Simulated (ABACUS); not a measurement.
## SnTe: 7 runs along one coordinate

System: SnTe (Fm-3m, 2 atoms in the cell).
Method: Kohn-Sham DFT of a periodic cell, PBE, PseudoDojo NC SR 0.4.1 PBE standard, no spin polarisation (ABACUS 3.10.1).

The 7 runs differ only in the geometry, by an even scaling of the cell at fixed fractional positions. The structure derives from an entry of the Crystallography Open Database.

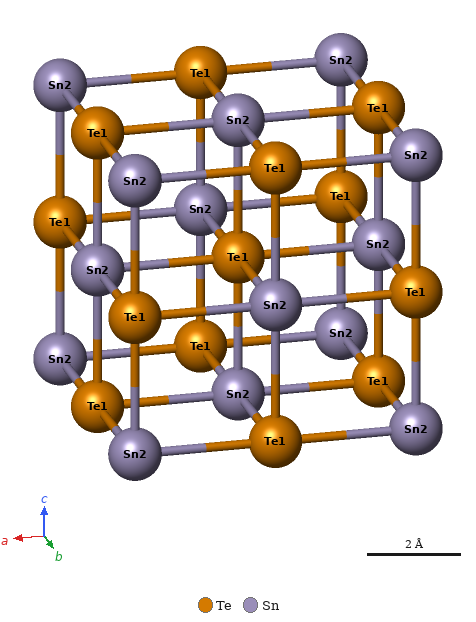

Figure 1. The structure of run 4 (ball-and-stick view of the cell 4 times as large as that of the calculation, set on its symmetry axes, seen at an oblique angle; atoms are numbered from 1 in the order of the input).

### The input of run 4
```
INPUT_PARAMETERS
suffix              SnTe
calculation         scf
basis_type          pw
pseudo_dir          ./
symmetry            1
dft_functional      pbe
ecutwfc             83
pseudo_rcut         10
nspin               1
nbands              19
ks_solver           dav
smearing_method     fd
smearing_sigma      0.00367493
scf_thr             1e-08
scf_nmax            100
mixing_type         broyden
mixing_beta         0.7
cal_force           1
cal_stress          1
kpar                4
```

### File STRU of run 4
```
ATOMIC_SPECIES
Te 127.6000 Te.upf
Sn 118.7100 Sn.upf

LATTICE_CONSTANT
1.8897261246

LATTICE_VECTORS
0.0000000000 3.1508500000 3.1508500000
3.1508500000 0.0000000000 3.1508500000
3.1508500000 3.1508500000 0.0000000000

ATOMIC_POSITIONS
Direct

Te
0.0
1
0.5000000000 0.5000000000 0.5000000000 1 1 1

Sn
0.0
1
0.0000000000 0.0000000000 0.0000000000 1 1 1
```

### File KPT of run 4
```
K_POINTS
0
Gamma
7 7 7 0 0 0
```

Command:
```bash
OMP_NUM_THREADS=1 mpirun -np 4 abacus > log
```

Lattice vectors (Å) and fractional positions of run 4:
```
   0.000000    3.150850    3.150850
   3.150850    0.000000    3.150850
   3.150850    3.150850    0.000000
Te  0.500000  0.500000  0.500000
Sn  0.000000  0.000000  0.000000
```

Run 6 differs from it as follows:
```diff
-0.0000000000 3.1508500000 3.1508500000
-3.1508500000 0.0000000000 3.1508500000
-3.1508500000 3.1508500000 0.0000000000
+0.0000000000 3.1923133075 3.1923133075
+3.1923133075 0.0000000000 3.1923133075
+3.1923133075 3.1923133075 0.0000000000
```

### Results, with one run withheld

```csv
run,volume per atom (Å³),"free energy per atom, from the lowest run given (meV)",pressure (GPa),gap on the mesh (eV)
1,29.404,57.04,5.79,0.60
2,30.030,36.93,4.48,0.64
3,30.656,21.67,3.31,0.68
4,31.281,10.75,2.26,0.67
5,31.907,3.76,1.31,0.67
6,32.532,?,?,?
7,33.158,0.00,−0.32,0.67
```

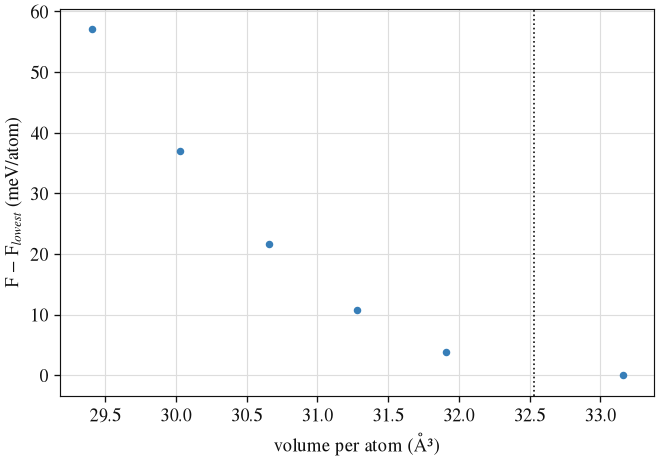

Figure 2. Free energy per atom of the runs given; the dotted line marks run 6.

Estimate the energy of run 6 from the others.

A cubic polynomial in V^(−2/3) (the Birch–Murnaghan form), fitted to the 6 runs given, misses them by at most 0.01 meV per atom. With x = V^(−2/3) − 0.10126 Å⁻², it reads F = 14.572 + 7689.7 x + 1.0057e+06 x² + 2.0891e+06 x³ (meV per atom). At run 6 it gives 0.29 meV per atom, and the run itself gives 0.29. The slope of the fit gives a pressure −dF/dV of 0.47 GPa there, and the run prints 0.45 GPa. The fit has its minimum at 32.902 Å³ per atom, where V d²F/dV² gives 40.3 GPa: the bulk modulus at this level, since symmetry fixes the shape and the positions. The gap on the mesh lies between 0.60 eV (run 1) and 0.68 eV (run 3); run 6 has 0.67 eV. These are gaps of this functional on this mesh, which can miss the band edges; they aren't the measured gap.

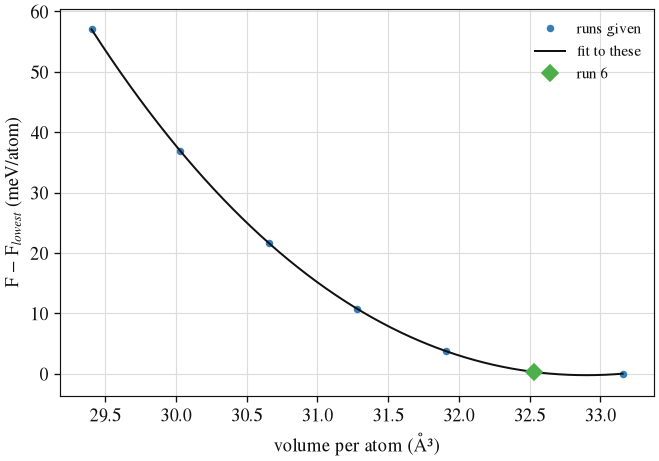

Figure 3. The fit and the withheld run.

### Some lines of the output (run 6)
```
[...]
                          Volume (Bohr^3) = 439.079
                             Volume (A^3) = 65.0648
 E_Fermi        0.6894759852         9.3808020332
 E_Fermi        0.6914337900         9.4074393341
 E_Fermi        0.6912539894         9.4049930217
 E_Fermi        0.6918841243         9.4135664462
 E_Fermi        0.6920306149         9.4155595533
 E_Fermi        0.6920963241         9.4164535724
 E_KS(sigma->0) -367.3756597950      -4998.4022797220
 E_Fermi        0.6920944727         9.4164283831
 final etot is -4998.4023091 eV
 EFERMI = 9.4164283831 eV
 TOTAL-PRESSURE: 4.496046 KBAR
 !FINAL_ETOT_IS -4998.4023091304325135 eV
```
